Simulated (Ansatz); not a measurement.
Single-point calculation, with input and output: MoTe₂

System: MoTe₂ (slab, 6 atoms in the cell).
Method: DFT PBE+D3(BJ), scalar-relativistic, plane waves, PAW, PAW set soft_1, no spin polarisation (Ansatz 0.2.0).

The structure derives from an entry of the Crystallography Open Database.

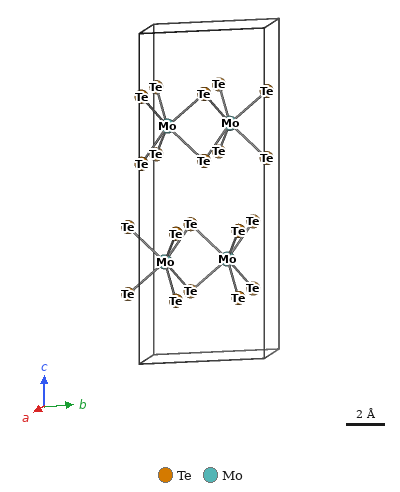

**Figure 1.** The structure (ball-and-stick view of the 1 × 2 repeat of the cell, with the vacuum cut short, seen slightly off an axis; bonded neighbours outside the cell are drawn too). Near neighbours in the crystal (not all of them lie inside the picture): Te has 3 Mo at 2.72 Å; Mo has 6 Te at 2.72 Å.

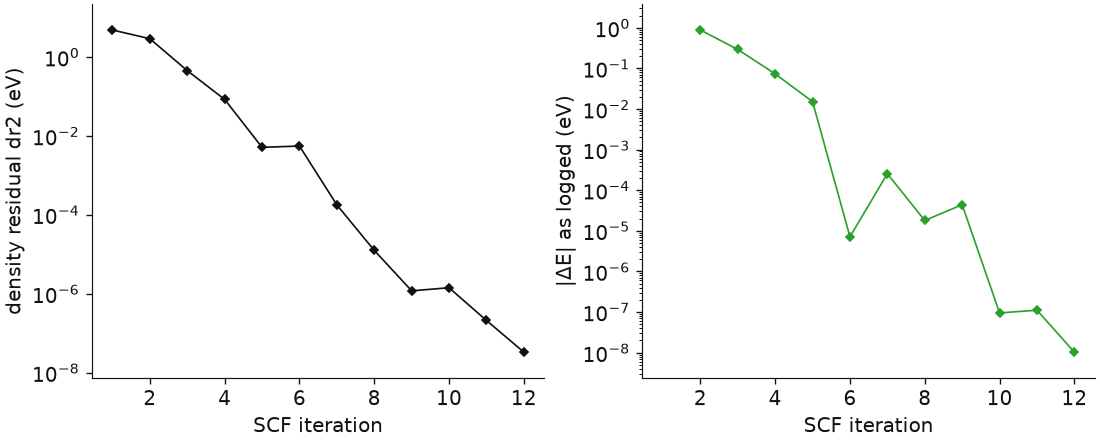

**Figure 2.** Convergence of the self-consistent field: density residual dr2 and size of the energy change against the SCF iteration. The residual falls almost steadily, with no more than small rises.

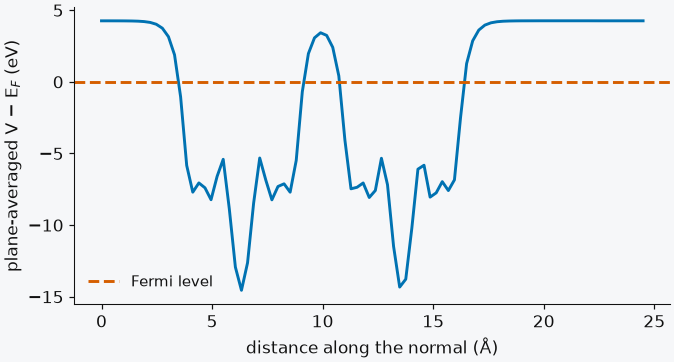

**Figure 3.** Plane average of the electrostatic potential energy of an electron across the cell, from the Fermi level. The vacuum level lies 4.26 eV above the Fermi level.

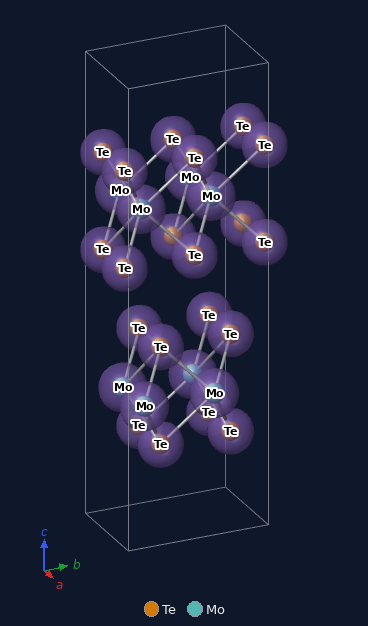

**Figure 4.** Isosurface of the valence electron density at 1 e/Å³ (purple), seen slightly off an axis. Sticks mark near contacts. At this value the density breaks into separate islands; it holds about 65 % of the electrons treated as valence (semicore included). It is pinched off along the Te–Mo (2.72 Å) contacts. On the grid the lowest density along these lines, outside the cores, is 0.45 e/Å³ (Te–Mo, 2.72 Å). Core electrons are frozen (PAW), so the fields are smoothed inside the atomic spheres.

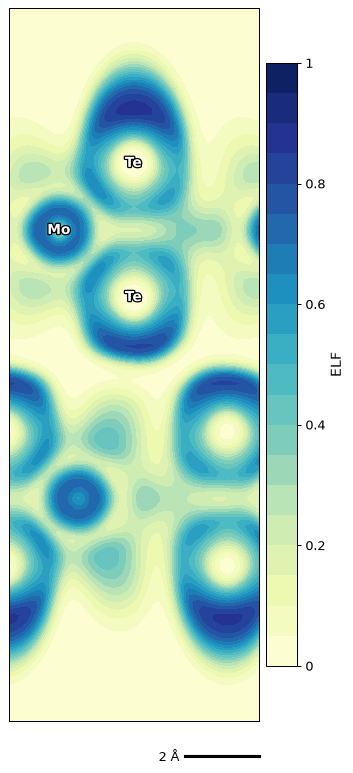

**Figure 5.** Electron localisation function on the (110) plane of the calculation cell, a cut from vacuum to vacuum. Atoms in the plane: Te and Mo. Te–Mo (2.72 Å): the ELF is about 0.55 at the midpoint. The strong features right at Mo lie inside the PAW spheres (semicore, d or f shells) and say nothing about bonding.

These pictures come from the run below.

## Input
```yaml
crystal:
  lattice:
    - [3.5038817003, 0.0, 0.0]
    - [-1.7519408501, 3.0344505643, 0.0]
    - [0.0, 0.0, 24.767719909]
  atoms:
    - { symbol: Te, position: [0.3333333333, 0.6666666667, 0.1816881011] }
    - { symbol: Mo, position: [0.6666666667, 0.3333333333, 0.2550468917] }
    - { symbol: Te, position: [0.3333333333, 0.6666666667, 0.3284056823] }
    - { symbol: Te, position: [0.8333333333, 1.0, 0.4749674172] }
    - { symbol: Mo, position: [0.5, 1.3333333333, 0.5483262077] }
    - { symbol: Te, position: [0.8333333333, 1.0, 0.6216849983] }
basis:
  ecutwfc: 420
kpoints:
  mp_grid: { grid: [9, 9, 1] }
hamiltonian:
  xc: pbe
  pseudopotentials: { kind: paw, azcp: { folder: soft_1 } }
  dispersion: d3bj
scf:
  occupations: { method: gaussian, width: 0.05 }
output:
  forces: true
  eigenvalues: true
  write_density: true
  write_potential: true
  elf: true
  volumetric_format: npy
efield:
  axis: 3
  dipole_correction: true
  ramp_width: 0.04
```

Launched with:
```bash
ansatz run input.yaml --threads 1 --pin off --max-ram 3072MiB --backend cpu --events-out ev --progress --plain --runs-dir out
```

## The program's output
```
Engine: ansatz 0.2.0, x86_64-unknown-linux-gnu
Pseudopotentials: kind: paw
Pseudopotential: Te, paw, valence charge 16, recommended cutoff 420 eV (normal), [file]
Pseudopotential: Mo, paw, valence charge 14, recommended cutoff 420 eV (normal), [file]
Functional definition: PBE
  parameter kappa = 0.804
  parameter beta = 0.06672455060314922
  exchange = pbe_x(kappa = kappa, mu = beta*pi^2/3)
  correlation = pbe_c(beta = beta)
Crystal: 6 atoms, lattice volume = 263.339 Å³
Basis set: ecut = 420 eV, 5141 PW (Γ), exchange–correlation on 48×48×360 points (8 copies of the dense FFT grid, shifted against one another)
Bands: 56, of which v1, the nominal top of the filled ones, is band 46 counted from 1 (45 counted from 0)
Symmetry: 1 space group operations
k-points: 41 of 81 (time reversal used)
Non-local potential: Te, projectors of the file, l = 0: 2, l = 1: 2, l = 2: 2, l = 3: 1
Non-local potential: Mo, projectors of the file, l = 0: 3, l = 1: 2, l = 2: 2, l = 3: 1
PAW form: soft (Blöchl's): semilocal exchange-correlation on the pseudo side does not see the compensation charge
PAW one-centre angular grid: Te, 590 points (default); XC on 64 Gauss nodes
PAW one-centre angular grid: Mo, 590 points (default); XC on 64 Gauss nodes
Initial density: superposition of atomic densities (neutral atoms: chi_scale 0, normalization atom)
Initial wavefunctions: pseudopotential atomic-orbital guess
Functional: x = pbe(κ = 0.804, μ = 0.2195149727645171), c = pbe(β = 0.06672455060314922)
SCF iter   1: F=—  HF=-37837.865460 eV  |F-HF|=—  |Δ(HF+E_count)|=         —  Δρ=3.68e-2  dr2=4.84e0  ethr=3.10e-3  p=0.000 e·Å  D=3.63e-8 V/Å  ΔV_dip=-0.00 eV  dr2_dipole=2.01e-8  V_vac-E_F(+/−)=4.98/4.98 eV  ⟨swp⟩=11.4  Hψ=10751  notcnv=0
efield: sawtooth ramp at fractional position 0.8817 (placed from the atoms, in the widest stretch of the axis that holds none; the zero of the levels goes with the place), width 0.0400; the density the first Hamiltonian is built on has a dipole p = 0.000 e·Å; the dipole correction subtracts the counter field D = 3.63e-8 V/Å, which shifts the + side's vacuum level by -0.00 eV against the − side's; the planar-averaged density in the ramp window peaks in size at 2.9e-7 e/Å³
preconditioner: auto → Resta (q_TF=auto, 2.290 Å⁻¹)  ε∞=4.2  [insulator: Δε(μ)=1.194 eV  Ē_g=7.686 eV  σ=0.050 eV  W_gap=1.00  n_scr=60 (ndim 8)  ℏωp=13.7 eV  f_vac=0.415  D(μ)=0.00/eV (n_scr^D=0)  ε∞_Penn≈4.2  vacuum switching on, ρ_ref=4.3e-3 e/Å³]
SCF iter   2: F=—  HF=-37836.981602 eV  |F-HF|=—  |Δ(HF+E_count)|=   8.84e-1  Δρ=1.64e-2  dr2=2.91e0  ethr=3.10e-3  p=-0.000 e·Å  D=-2.44e-5 V/Å  ΔV_dip=0.00 eV  dr2_dipole=3.73e-8  V_vac-E_F(+/−)=5.39/5.38 eV  ⟨swp⟩=3.0  Hψ=4221  notcnv=0  defer=120
SCF iter   3: F=—  HF=-37836.688673 eV  |F-HF|=—  |Δ(HF+E_count)|=   2.93e-1  Δρ=1.20e-2  dr2=4.52e-1  ethr=3.10e-3  p=-0.000 e·Å  D=-3.79e-6 V/Å  ΔV_dip=0.00 eV  dr2_dipole=1.38e-9  V_vac-E_F(+/−)=4.59/4.59 eV  ⟨swp⟩=2.7  Hψ=2957  notcnv=0  defer=120
SCF iter   4: F=—  HF=-37836.615213 eV  |F-HF|=—  |Δ(HF+E_count)|=   7.35e-2  Δρ=5.08e-3  dr2=8.41e-2  ethr=4.91e-4  p=-0.000 e·Å  D=-2.71e-6 V/Å  ΔV_dip=0.00 eV  dr2_dipole=1.43e-9  V_vac-E_F(+/−)=4.49/4.49 eV  ⟨swp⟩=2.0  Hψ=3096  notcnv=0  defer=120
SCF iter   5: F=—  HF=-37836.600056 eV  |F-HF|=—  |Δ(HF+E_count)|=   1.52e-2  Δρ=1.01e-3  dr2=5.12e-3  ethr=9.15e-5  p=0.000 e·Å  D=1.43e-5 V/Å  ΔV_dip=-0.00 eV  dr2_dipole=2.47e-8  V_vac-E_F(+/−)=4.34/4.34 eV  ⟨swp⟩=2.0  Hψ=3112  notcnv=0  defer=120
SCF iter   6: F=—  HF=-37836.600049 eV  |F-HF|=—  |Δ(HF+E_count)|=   7.13e-6  Δρ=4.06e-4  dr2=5.53e-3  ethr=5.57e-6  p=-0.000 e·Å  D=-2.19e-5 V/Å  ΔV_dip=0.00 eV  dr2_dipole=8.16e-8  V_vac-E_F(+/−)=4.33/4.33 eV  ⟨swp⟩=2.1  Hψ=2881  notcnv=0  defer=120
SCF iter   7: F=—  HF=-37836.599794 eV  |F-HF|=—  |Δ(HF+E_count)|=   2.55e-4  Δρ=1.63e-4  dr2=1.78e-4  ethr=5.57e-6  p=-0.000 e·Å  D=-2.14e-6 V/Å  ΔV_dip=0.00 eV  dr2_dipole=3.05e-10  V_vac-E_F(+/−)=4.28/4.28 eV  ⟨swp⟩=2.0  Hψ=2426  notcnv=0  defer=120
SCF iter   8: F=—  HF=-37836.599776 eV  |F-HF|=—  |Δ(HF+E_count)|=   1.80e-5  Δρ=4.65e-5  dr2=1.25e-5  ethr=1.94e-7  p=-0.000 e·Å  D=-2.27e-6 V/Å  ΔV_dip=0.00 eV  dr2_dipole=4.08e-10  V_vac-E_F(+/−)=4.27/4.27 eV  ⟨swp⟩=3.4  Hψ=4759  notcnv=0  defer=120
SCF iter   9: F=—  HF=-37836.599820 eV  |F-HF|=—  |Δ(HF+E_count)|=   4.40e-5  Δρ=1.61e-5  dr2=1.18e-6  ethr=1.36e-8  p=0.000 e·Å  D=2.14e-6 V/Å  ΔV_dip=-0.00 eV  dr2_dipole=1.49e-10  V_vac-E_F(+/−)=4.26/4.26 eV  ⟨swp⟩=3.0  Hψ=4390  notcnv=0  defer=120
SCF iter  10: F=—  HF=-37836.599821 eV  |F-HF|=—  |Δ(HF+E_count)|=   9.51e-8  Δρ=1.28e-5  dr2=1.41e-6  ethr=1.28e-9  p=-0.000 e·Å  D=-2.13e-6 V/Å  ΔV_dip=0.00 eV  dr2_dipole=1.01e-10  V_vac-E_F(+/−)=4.26/4.26 eV  ⟨swp⟩=2.0  Hψ=3123  notcnv=0  defer=120
SCF iter  11: F=—  HF=-37836.599820 eV  |F-HF|=—  |Δ(HF+E_count)|=   1.11e-7  Δρ=5.13e-6  dr2=2.09e-7  ethr=1.28e-9  p=-0.000 e·Å  D=-2.63e-6 V/Å  ΔV_dip=0.00 eV  dr2_dipole=2.36e-9  V_vac-E_F(+/−)=4.26/4.26 eV  ⟨swp⟩=2.0  Hψ=2584  notcnv=0  defer=120
SCF iter  12: F=-37836.599820 eV  HF=-37836.599820 eV  |F-HF|=3.46e-8  |Δ(HF+E_count)|=   1.03e-8  Δρ=1.95e-6  dr2=3.29e-8  ethr=1.09e-10  p=0.000 e·Å  D=6.89e-6 V/Å  ΔV_dip=-0.00 eV  dr2_dipole=7.21e-9  V_vac-E_F(+/−)=4.26/4.26 eV  ⟨swp⟩=20.0  Hψ=17797  notcnv=0
SCF 1 converged in 12 iterations: F = -37836.599820 eV  dr2 = 3.29e-8
  greatest PAW one-centre occupation: 0.999 electrons in one spin orbital (limit 2), on the Mo atom at site 1 (counted from 0), in its partial waves of l = 0
WARN: The output density's exchange-correlation potential varies sharply where the density is thin. Do not read a vacuum level from v_tot or v_xc, or from such a field of the output density. On a cell that repeats whose density bears no net charge and no dipole along the vacuum's axis use v_es (v_loc + v_h of the components); under efield.dipole_correction with no amplitude use v_es + v_field, which holds any external_charges[].barrier, or the levels of the report's work_function block, which leave it out; under a non-zero efield.amplitude the vacuum is tilted and has no level; on a cell that repeats and bears such a dipole with no correction it is tilted too, and efield.dipole_correction with no amplitude gives each side of its ramp a level where efield: is served; in a cell that repeats whose density bears a net charge (total_charge, or a fill off its count) it is curved and has none; of a slab under crystal.periodic whose density bears no net charge use v_es, which has a level on each side, short of where the two are joined; of another it falls or rises all the way out and has none; of a slab beside external_charges read slab_vacuum_level instead, which it has where they leave it neutral. The grid or the basis barely resolves most such structure, and the values can differ between equally converged runs; as a rule a tighter scf.convergence.dr2_threshold does not remove it. Where the density itself ripples (under the LDA too) a higher basis.ecutwfc lessens it. The files hold the spikes' plane waves up to the density's cutoff. Files: v_tot_of_output_density and the like, and their columns of v_z.tsv (output.write_potential); v_xc_of_output_density and the like, and their columns of v_comp_z.tsv (output.write_potential_components). Measured: with its Gaussian average of σ = 0.25 Å subtracted twice, the exchange-correlation potential is over 0.1 eV at 167 of the grid points where the equally averaged density (valence and model cores) is under 1e-3 e/Å³, and 0.301 eV at the most among them, at an averaged density of 5.0e-8 e/Å³. See output.write_potential in the manual, Limitations
SCF converged after 12 iterations
Free energy (F): -37836.599820 eV
Harris-Foulkes:  -37836.599820 eV  (|F-HF|=3.46e-8)
Internal energy: -37836.599820 eV  (E = F + TS)
E sigma→0 (E₀):  -37836.599820 eV
Fermi energy:    5.497348 eV
Dipole field:    D = -0.000093 V/Å  (p = -0.000135 e·Å, saw-weighted, corrected)
Work function:   Φ+ = 4.2607 eV   Φ− = 4.2584 eV
Levels:          The Fermi level and band energies are counted from a zero that moves with the ramp; work functions are not
--- Per-component energies (eV) ---
  E_band       = -1822.888904
  E_kinetic    = 1536.177311
  E_local      = -68232.706844  (includes V_loc(G=0)·N_el)
  E_nonlocal   = 565.218417
  E_hartree    = 33532.405850
  E_xc         = -842.235612
  E_vxc        = -847.224626  (∫ρ·V_xc dr)
  E_paw        = -25112.509992  (= ΣΔE_a)
  E_vpaw       = -1909.148629  (= ΣTr[D̂ρ^β])
  E_aug_tail   = 0.000464  (compensation charges beyond the density's cutoff)
  E_efield     = 0.000000  (sawtooth field / dipole correction)
  E_vefield    = 0.000000  (∫n·V_field dr)
  E_ewald      = 20719.809404
  E_disp       = -2.758819  (pairwise vdW)
  E_smearing   = -0.000000  (= −TS)
  E_closure    = -0.000000  (closes the sum)
  Σ components = -37836.599820   (vs F -37836.599820, Δ=0.00e0)
--- Forces (eV/Å), atoms counted from 1 ---
  atom   1  Te    -0.00201313     0.00111667     0.00798427
  atom   2  Mo    -0.00238222    -0.00987123     0.02229188
  atom   3  Te    -0.02064862    -0.02041508     0.02510056
  atom   4  Te     0.02064846     0.02041499    -0.02515359
  atom   5  Mo     0.00238222     0.00987134    -0.02221624
  atom   6  Te     0.00201315    -0.00111668    -0.00797752
  max |Σ_I F_I| component: 2.94e-5 eV/Å
--- Band table (eV; the first three rows and the last of 41) ---
  k-point 0: bands = ["-55.7291", "-55.7291", "-31.6164", "-31.6163", "-31.6159", "-31.6158", "-31.6046", "-31.6045", "-31.6045", "-31.6044", "-31.5477", "-31.5474", "-31.5471", "-31.5469", "-31.5330", "-31.5328", "-31.5327", "-31.5326", "-31.5264", "-31.5252", "-31.5115", "-31.5114", "-29.8997", "-29.8997", "-29.7329", "-29.7329", "-29.7327", "-29.7327", "-7.8523", "-7.7423", "-6.9508", "-6.7882", "-0.4252", "0.0800", "2.5377", "3.3241", "3.3281", "3.3286", "3.3324", "3.5395", "4.1003", "4.1026", "4.1071", "4.1096", "4.2104", "4.7839", "8.0491", "8.1136", "8.1159", "8.1595", "8.3496", "8.3768", "8.4013", "8.4449", "9.1028", "9.3212"]
  k-point 1: bands = ["-55.7279", "-55.7279", "-31.6151", "-31.6150", "-31.6134", "-31.6133", "-31.6062", "-31.6061", "-31.6020", "-31.6018", "-31.5488", "-31.5485", "-31.5481", "-31.5479", "-31.5359", "-31.5357", "-31.5332", "-31.5331", "-31.5251", "-31.5240", "-31.5102", "-31.5100", "-29.8913", "-29.8913", "-29.7499", "-29.7499", "-29.7359", "-29.7359", "-7.6770", "-7.5676", "-6.8242", "-6.6671", "-0.2346", "0.2676", "2.4002", "2.9400", "2.9541", "3.1252", "3.4700", "3.4746", "3.8790", "3.8848", "4.0043", "4.2321", "4.2718", "4.7769", "7.4100", "7.4896", "7.4966", "7.6332", "7.9982", "8.0491", "8.2242", "8.2704", "9.3445", "9.5560"]
  k-point 2: bands = ["-55.7251", "-55.7250", "-31.6144", "-31.6143", "-31.6095", "-31.6093", "-31.6061", "-31.6060", "-31.5954", "-31.5952", "-31.5521", "-31.5518", "-31.5505", "-31.5502", "-31.5419", "-31.5418", "-31.5341", "-31.5339", "-31.5221", "-31.5212", "-31.5068", "-31.5066", "-29.8704", "-29.8703", "-29.7928", "-29.7928", "-29.7439", "-29.7439", "-7.1797", "-7.0738", "-6.4666", "-6.3264", "0.2517", "0.7256", "1.9415", "1.9787", "2.0383", "2.3311", "3.3943", "3.4060", "3.5548", "3.8549", "3.8629", "4.0196", "4.1162", "4.4019", "6.3832", "6.6615", "7.0195", "7.2867", "7.3405", "7.3994", "8.4248", "8.4965", "9.8947", "10.1069"]
  k-point 40: bands = ["-55.7202", "-55.7201", "-31.6225", "-31.6224", "-31.6046", "-31.6044", "-31.5946", "-31.5945", "-31.5866", "-31.5865", "-31.5591", "-31.5588", "-31.5565", "-31.5560", "-31.5449", "-31.5446", "-31.5361", "-31.5360", "-31.5178", "-31.5173", "-31.5009", "-31.5007", "-29.8575", "-29.8575", "-29.8349", "-29.8349", "-29.7658", "-29.7658", "-6.0263", "-5.9539", "-5.6567", "-5.5823", "0.0134", "0.0658", "0.6416", "0.7498", "1.4666", "1.6635", "2.3687", "2.4699", "3.2015", "3.3822", "3.4077", "3.5896", "4.5472", "4.6105", "6.2249", "6.4832", "6.6797", "6.6875", "7.4860", "7.6366", "8.2951", "8.6252", "9.8472", "10.3259"]
```

## Key numbers

```json
{"quantity": "outcome", "value": "converged"}
{"quantity": "electrons treated", "value": "92"}
{"quantity": "free energy", "value": "−37836.5998 eV"}
{"quantity": "work function, top face", "value": "4.26 eV"}
{"quantity": "work function, bottom face", "value": "4.26 eV"}
{"quantity": "Fermi energy", "value": "5.497 eV"}
{"quantity": "gap on the k-point mesh", "value": "1.12 eV"}
{"quantity": "work function (upper face)", "value": "4.26 eV"}
{"quantity": "largest force (length of the vector)", "value": "0.038 eV/Å"}
{"quantity": "hardware", "value": "1 thread of Intel Xeon (Granite Rapids), 32 GiB of memory available, shared host"}
{"quantity": "wall time", "value": "36 s"}
{"quantity": "peak memory", "value": "0.71 GiB"}
```

Warnings of the run: the exchange-correlation potential is rough where the density is thin.
